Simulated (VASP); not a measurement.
# RPA total energies of AlN, part 6 of 6

Aim: total energies of AlN from exact exchange and RPA correlation, beside cheaper functionals. The scan starts from a database cell, scaled to the smallest volume of the series. The cell is of the zinc-blende type, one of the forms listed for this formula. The start is a computed cell from the Materials Project.

VASP 6.6.1, plane waves and PAW; the level of theory is named at each step.

So far. Step 30 (Orbitals, volume ratio 1.06): The printed pressure carries a basis-set error: in the mean of the scan, the starting functional's lies 1.2 GPa under the slope of its energy curve. Step 31 (Exact exchange, volume ratio 1.06): The Hartree-Fock energy on these orbitals is -12.7780 eV an atom.

## Step 33: RPA correlation, volume ratio 1.06

This step: RPA correlation on LDA orbitals; plane waves and PAW (Al_GW, N_GW) (VASP 6.6.1).

RPA correlation at this point.

Input file INCAR:

```
SYSTEM = AlN
PREC = Accurate
ENCUT = 470
ISMEAR = 0
SIGMA = 0.05
LREAL = .FALSE.
GGA = CA
NBANDS = 528
ALGO = ACFDT
ENCUTGW = 160
NOMEGA = 12
PRECFOCK = Fast
LWAVE = .FALSE.
LCHARG = .FALSE.
```

Input file POSCAR:

```
AlN
1.0
    0.0000000000      2.2268278375      2.2268278375
    2.2268278375      0.0000000000      2.2268278375
    2.2268278375      2.2268278375      0.0000000000
Al N
1 1
Direct
    0.0000000000      0.0000000000      0.0000000000
    0.2500000000      0.2500000000      0.2500000000
```

Input file KPOINTS:

```
Automatic mesh
0
Gamma
6 6 6
0 0 0
```

The projector-augmented-wave data sets are Al_GW and N_GW (LDA family, release 64).

On the command line:

```bash
$ mpirun -np 4 vasp_std
```

The program printed:

```text
[banner, memory and clock lines left out]
running    4 mpi-ranks, on    1 nodes
[...]
LDA part: xc-table for (Slater(with rela. corr.)+CA(PZ))
 , standard interpolation
 found WAVECAR, reading the header
 POSCAR, INCAR and KPOINTS ok, starting setup
[...]
reading WAVECAR
 the WAVECAR file was read successfully
 initial charge from wavefunction
 available memory per node:     95.07 GB, setting MAXMEM to     97350

 The Fermi energy was updated, please check that it is located mid-gap
 values below the HOMO (VB) or above the LUMO (CB) will cause erroneous energies
 E-fermi :   5.9472

 the WAVEDER file was read successfully
 set NWRITE>2 for more details about minimax calculation
 number of imaginary grid points requested:      12
 number of distinct grids requested:  1
 quadrature errors minimized for energies in [ 0.320E+01, 0.474E+03 ]
 bosonic grid (T=0, re) determined with error: 0.7518E-08
 bosonic grid (re): 0.7518E-08
       0.7126       2.2954       4.3983       7.5384      12.5431
[...]
NQ=  10    0.3333    0.3333    0.0000,
|.........|.........|.........|.........
 performed      53220000 updates of chi_q(r,r)
 total number of BLAS operations       4527.12 Gflops
NQ=  11    0.5000    0.3333    0.0000,
|.........|.........|.........|.........
 performed      58542000 updates of chi_q(r,r)
 total number of BLAS operations       4970.15 Gflops
NQ=  12   -0.3333    0.3333    0.0000,
|.........|.........|.........|.........
 performed      63864000 updates of chi_q(r,r)
 total number of BLAS operations       5404.53 Gflops
NQ=  13    0.5000    0.5000    0.0000,
|.........|.........|.........|.........
 performed      69186000 updates of chi_q(r,r)
 total number of BLAS operations       5901.21 Gflops
NQ=  14    0.5000    0.3333    0.1667,
|.........|.........|.........|.........
 performed      74508000 updates of chi_q(r,r)
 total number of BLAS operations       6335.60 Gflops
NQ=  15   -0.3333    0.3333    0.1667,
|.........|.........|.........|.........
 performed      79830000 updates of chi_q(r,r)
 total number of BLAS operations       6796.17 Gflops
NQ=  16   -0.3333    0.5000    0.1667,
|.........|.........|.........|.........
 performed      85152000 updates of chi_q(r,r)
 total number of BLAS operations       7256.74 Gflops
 entering main loop
```

Run time: 97 s. Hardware: 4 MPI ranks of Intel Xeon 6975P-C (Granite Rapids), shared host; peak memory 1.6 GiB; 6.4 min of CPU time.

OUTCAR, selected parts (step 33):

```text
      cutoff energy     smooth cutoff   RPA   correlation   Hartree contr. to MP2
---------------------------------------------------------------------------------
            160.000           128.000      -11.1739551496      -18.2907090786
            152.381           121.905      -11.0486990491      -18.1293669573
            145.125           116.100      -10.9157843306      -17.9551939012
            138.214           110.571      -10.7779960515      -17.7717529688
            131.632           105.306      -10.6331065359      -17.5758078734
            125.364           100.291      -10.4824768351      -17.3691195286
            119.394            95.516      -10.3273464175      -17.1529568934
            113.709            90.967      -10.1645380126      -16.9226429811
  linear regression

[... 3 parts as in an earlier step ...]

[... 1 further part left out ...]
[key lines of the parts left out:]
E-fermi :   5.9472
```

Extrapolated by the program to an infinite response cutoff, the correlation energy is -6.3342 eV an atom, -24 meV against the point before. With exact exchange the total is -19.1122 eV an atom.

## Step 34: Comparison: r2SCAN, volume ratio 1.06

This step: r2SCAN; plane waves and PAW (Al_GW, N_GW) (VASP 6.6.1).

The comparison at this point.

Input file INCAR:

```
SYSTEM = AlN
PREC = Accurate
ENCUT = 470
EDIFF = 1E-06
NELM = 100
ISMEAR = 0
SIGMA = 0.05
LREAL = .FALSE.
ALGO = Normal
METAGGA = R2SCAN
LASPH = .TRUE.
NBANDS = 10
LWAVE = .FALSE.
LCHARG = .FALSE.
KPAR = 4
```

POSCAR is that of step 33.

KPOINTS is that of step 33.

On the command line:

```bash
$ mpirun -np 4 vasp_std
```

The program printed:

```text
[... set-up lines as in an earlier step ...]
 entering main loop
       N       E                     dE             d eps       ncg     rms          rms(c)
DAV:   1    -0.301104209467E+02   -0.30110E+02   -0.45028E+03   328   0.679E+02
DAV:   2    -0.614718669075E+02   -0.31361E+02   -0.29637E+02   386   0.174E+02
DAV:   3    -0.625270931300E+02   -0.10552E+01   -0.10538E+01   406   0.277E+01
DAV:   4    -0.625334972070E+02   -0.64041E-02   -0.64034E-02   398   0.269E+00
[...]
DAV:   9    -0.579362313943E+02    0.37258E-03   -0.23560E-03   504   0.487E-01    0.613E-02
DAV:  10    -0.579363410718E+02   -0.10968E-03   -0.17262E-04   362   0.170E-01    0.325E-03
DAV:  11    -0.579363417863E+02   -0.71451E-06   -0.37139E-06   436   0.172E-02
   1 F= -.57936342E+02 E0= -.57936342E+02  d E =-.994830E-20
```

Wall time 5 s (4 MPI ranks); peak memory 0.49 GiB; 17 s of CPU time.

Parts of OUTCAR (step 34):

```text
  Total       -1.6957272     -1.6957272     -1.6957272      0.0000000      0.0000000     -0.0000000
  in kB     -123.0202625   -123.0202625   -123.0202625      0.0000000      0.0000000     -0.0000000
  external PRESSURE =    -123.0202625 kB  Pullay stress =       0.0000000 kB

  FREE ENERGIE OF THE ION-ELECTRON SYSTEM (eV)
  ---------------------------------------------------
  free  energy   TOTEN  =       -57.9363417863 eV

  energy  without entropy=      -57.9363417863  energy(sigma->0) =      -57.93634179

[... 3 parts as in an earlier step ...]

[... 1 further part left out ...]
[key lines of the parts left out:]
E-fermi :   4.6690
```

Its energy is -28.9682 eV an atom, on a zero of its own.

## Step 35: Orbitals for comparison: HSE06, volume ratio 1.06

This step: LDA; plane waves and PAW (Al_GW, N_GW) (VASP 6.6.1).

Starting orbitals, as before.

Input file INCAR:

```
SYSTEM = AlN
PREC = Accurate
ENCUT = 470
EDIFF = 1E-05
NELM = 100
ISMEAR = 0
SIGMA = 0.05
LREAL = .FALSE.
ALGO = Normal
GGA = CA
NBANDS = 10
LORBIT = 11
LWAVE = .TRUE.
LCHARG = .FALSE.
KPAR = 4
```

POSCAR is that of step 34.

KPOINTS is that of step 34.

On the command line:

```bash
$ mpirun -np 4 vasp_std
```

The program printed:

```text
[... set-up lines as in an earlier step ...]
 entering main loop
       N       E                     dE             d eps       ncg     rms          rms(c)
[... 10 cycles as in an earlier step ...]
DAV:  11    -0.163296848965E+02    0.18606E-05   -0.28061E-06   214   0.237E-02
   1 F= -.16329685E+02 E0= -.16329685E+02  d E =-.633893E-12
 writing wavefunctions
```

It took 1.4 s on 4 MPI ranks; peak memory 0.46 GiB; 3.1 s of CPU time.

From OUTCAR (step 35):

```text
  Total       -2.0268503     -2.0268503     -2.0268503     -0.0000000      0.0000000     -0.0000000
  in kB     -147.0423187   -147.0423187   -147.0423187     -0.0000000      0.0000000     -0.0000000
  external PRESSURE =    -147.0423187 kB  Pullay stress =       0.0000000 kB

  FREE ENERGIE OF THE ION-ELECTRON SYSTEM (eV)
  ---------------------------------------------------
  free  energy   TOTEN  =       -16.3296848965 eV

  energy  without entropy=      -16.3296848965  energy(sigma->0) =      -16.32968490

[... 3 parts as in an earlier step ...]

[... 1 further part left out ...]
[key lines of the parts left out:]
E-fermi :   4.5739
```

The run ends at a pressure of -14.70 GPa.

## Step 36: Comparison: HSE06, volume ratio 1.06

This step: HSE06; plane waves and PAW (Al_GW, N_GW) (VASP 6.6.1).

The comparison at this point.

Input file INCAR:

```
SYSTEM = AlN
PREC = Accurate
ENCUT = 470
EDIFF = 1E-06
NELM = 100
ISMEAR = 0
SIGMA = 0.05
LREAL = .FALSE.
ALGO = Normal
LHFCALC = .TRUE.
AEXX = 0.25
GGA = PE
HFSCREEN = 0.2
LASPH = .TRUE.
NBANDS = 10
PRECFOCK = Fast
LWAVE = .FALSE.
LCHARG = .FALSE.
KPAR = 4
```

POSCAR is that of step 35.

KPOINTS is that of step 35.

The run starts from files that an earlier step left in the folder.

On the command line:

```bash
$ mpirun -np 4 vasp_std
```

The program printed:

```text
[... set-up lines as in an earlier step ...]
 entering main loop
       N       E                     dE             d eps       ncg     rms          rms(c)
DAV:   1    -0.173964377249E+02   -0.17396E+02   -0.79181E-01   324   0.998E+00    0.554E-01
DAV:   2    -0.173949441437E+02    0.14936E-02   -0.10513E-02   452   0.114E+00    0.367E-01
DAV:   3    -0.173929763701E+02    0.19678E-02   -0.52628E-03   406   0.400E-01    0.245E-01
DAV:   4    -0.173925774740E+02    0.39890E-03   -0.41035E-04   380   0.168E-01    0.152E-01
[...]
DAV:   8    -0.173922956010E+02    0.65307E-05   -0.30507E-06   336   0.190E-02    0.151E-02
DAV:   9    -0.173922937461E+02    0.18548E-05   -0.95263E-07   180   0.122E-02    0.885E-03
DAV:  10    -0.173922931634E+02    0.58271E-06   -0.34139E-07   178   0.733E-03
   1 F= -.17392293E+02 E0= -.17392293E+02  d E =-.452899E-18
```

It took 27 s on 4 MPI ranks; peak memory 0.89 GiB; 1.7 min of CPU time.

From OUTCAR (step 36):

```text
 POSITION                                       TOTAL-FORCE (eV/Angst)
 -----------------------------------------------------------------------------------
      0.00000      0.00000      0.00000         0.000000      0.000000      0.000000
      1.11341      1.11341      1.11341        -0.000000     -0.000000     -0.000000
 -----------------------------------------------------------------------------------
    total drift:                               -0.000002     -0.000000     -0.000001

  FREE ENERGIE OF THE ION-ELECTRON SYSTEM (eV)
  ---------------------------------------------------
  free  energy   TOTEN  =       -17.3922931634 eV

  energy  without entropy=      -17.3922931634  energy(sigma->0) =      -17.39229316

[... 2 parts as in an earlier step ...]

[... 1 further part left out ...]
[key lines of the parts left out:]
E-fermi :   3.9958
```

Its energy is -8.6961 eV an atom, on a zero of its own.

## Step 37: Summary

This step: exact exchange and RPA correlation on LDA orbitals, beside r2SCAN, beside HSE06; plane waves and PAW (VASP 6.6.1).

Derived from the runs above.

This step gave:

```
equilibrium volume, EXX+RPA : 10.69 Å³/atom
bulk modulus                : 198.8 GPa
```

Table of energy above the lowest point by volume; values in meV/atom:

```
volume (Å³/atom)   LDA   EXX  EXX+RPA  r2SCAN  HSE06
           9.584  31.6  37.1     85.6    46.9   43.4
          10.001  3.98  5.06     30.8    10.0   8.54
          10.313     0     0     8.47       0      0
          10.626  8.64  9.08        0    3.23   4.66
          11.042  35.8  39.4     6.40    24.3   27.6
```

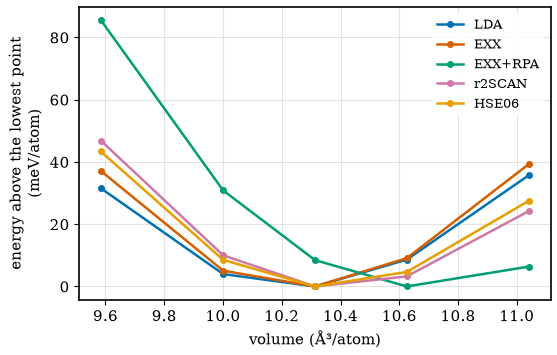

Energy above the lowest point against volume.

Cost is wall time times ranks on a shared host; the EXX and RPA rows hold the orbitals run too, the hybrid row not its starting run, and runs of a few seconds are mostly start-up. Fits of the equation of state:

```
  level  V0 (Å³/atom)  B0 (GPa)  fit error (meV/atom)  minimum inside the series  cost a point (core minutes)
    LDA         10.25       212                0.0722                        yes                         0.11
    EXX         10.26     239.7               0.04141                        yes                         0.84
EXX+RPA         10.69     198.8               0.05091                        yes                         6.78
 r2SCAN         10.39       212               0.05783                        yes                         0.33
  HSE06         10.35     214.4               0.05674                        yes                         1.97
```

## Step 38: Results

- LDA: V0 10.25 Å³/atom, B0 212 GPa
- EXX: V0 10.26 Å³/atom, B0 240 GPa
- EXX+RPA: V0 10.69 Å³/atom, B0 199 GPa
- r2SCAN: V0 10.39 Å³/atom, B0 212 GPa
- HSE06: V0 10.35 Å³/atom, B0 214 GPa

**Reading.** Exact exchange with RPA correlation puts the minimum at 10.69 Å³ an atom, with a bulk modulus of 199 GPa. LDA puts the volume 4.2 % below EXX+RPA, at roughly 1/62 of its cost. r2SCAN puts the volume 2.8 % below EXX+RPA, at roughly 1/21 of its cost. HSE06 puts the volume 3.2 % below EXX+RPA, at roughly 1/3 of its cost. Correlation widens the exact-exchange volume by 4.2 %. Exact exchange and correlation are taken on one coarse mesh and aren't self-consistent; the correlation energy is extrapolated in the response cutoff by the program, which at the first volume adds -770 meV an atom to the value at the highest cutoff and varies with the volume; a small fit error says nothing about that part. NBANDS follows the largest plane-wave count of any k point, which rises in steps with the volume. The cheaper functionals share the mesh, and the fits are third-order Birch-Murnaghan curves. The printed pressures lie 1.2 GPa under the slope of the LDA energy curve, so ENCUT isn't converged for this cell and volumes and moduli carry an error from it. Not tabulated here, as repeats of values shown or as unfit to read for their mesh, reference level or band range: eps2 curves (empty bands); eps1 curves and static values (empty bands); gaps (empty bands).

[Lines on the potential files, build, host, timing and source positions are cut from VASP's logs without a mark.]

[Logs are printed without paths, hosts, clocks, repeated set-up lines and the standing remarks that a program may print on its own settings, such as how far it seeks lower states.]

[Hosts, paths, dates, database ids (printed as entryN), source tags and the programs' standing remarks are cut or masked in the printed files.]

[Pressures printed for these runs are not shown converged in the cutoff: they can be off by several GPa and have the wrong sign.]
